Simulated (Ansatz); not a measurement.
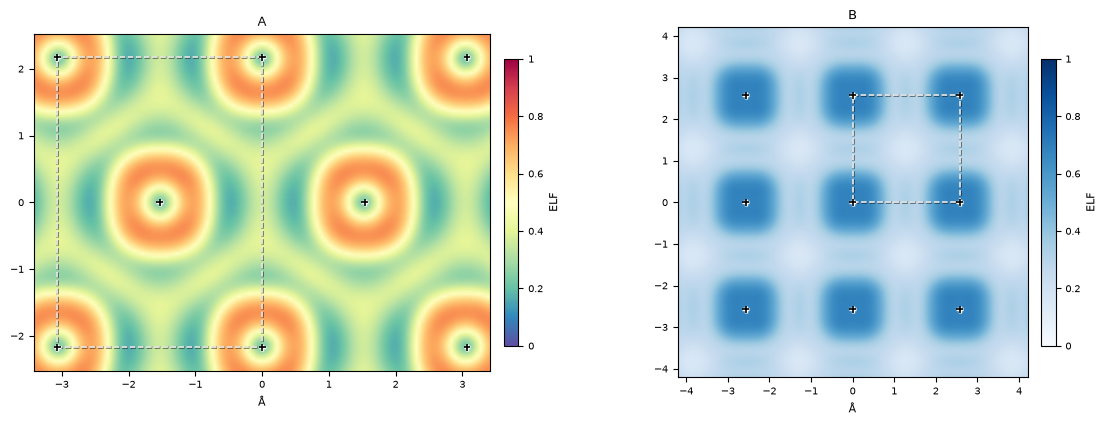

The electron localisation function of 2 systems, each on a plane through atoms (crosses mark nuclei in the plane).

The calculation used DFT, LDA (PW92), plane waves (420 eV) with PAW, fully relativistic with spin-orbit coupling (Ansatz).

System 1: Re, the (101) plane of the conventional cell. Space group Im-3m; set up as Re, bcc; a generated structure, not necessarily the stable one.

```
Re
1.0
     3.06951    0.00000    0.00000
     0.00000    3.06951    0.00000
     0.00000    0.00000    3.06951
Re
2
Direct
  0.00000 0.00000 0.00000
  0.50000 0.50000 0.50000
```

System 2: Pt, the (010) plane of the conventional cell. Space group Pm-3m; set up as Pt, simple cubic; a generated structure, not necessarily the stable one.

```cif
data_structure
_symmetry_space_group_name_H-M 'P 1'
_symmetry_Int_Tables_number 1
_cell_length_a 2.5702
_cell_length_b 2.5702
_cell_length_c 2.5702
_cell_angle_alpha 90.000
_cell_angle_beta 90.000
_cell_angle_gamma 90.000
_cell_volume 16.98
loop_
_atom_site_label
_atom_site_type_symbol
_atom_site_fract_x
_atom_site_fract_y
_atom_site_fract_z
_atom_site_occupancy
Pt1 Pt 0.00000 0.00000 0.00000 1
```

Question: Match each panel to its system.

Answer: Panel A is system 1, Re: the plane holds Re. Re–Re (2.66 Å): the ELF is about 0.40 at the midpoint. Panel B is system 2, Pt: the plane holds Pt. Pt–Pt (2.57 Å): the ELF is about 0.30 at the midpoint; no localised pair shows between them.
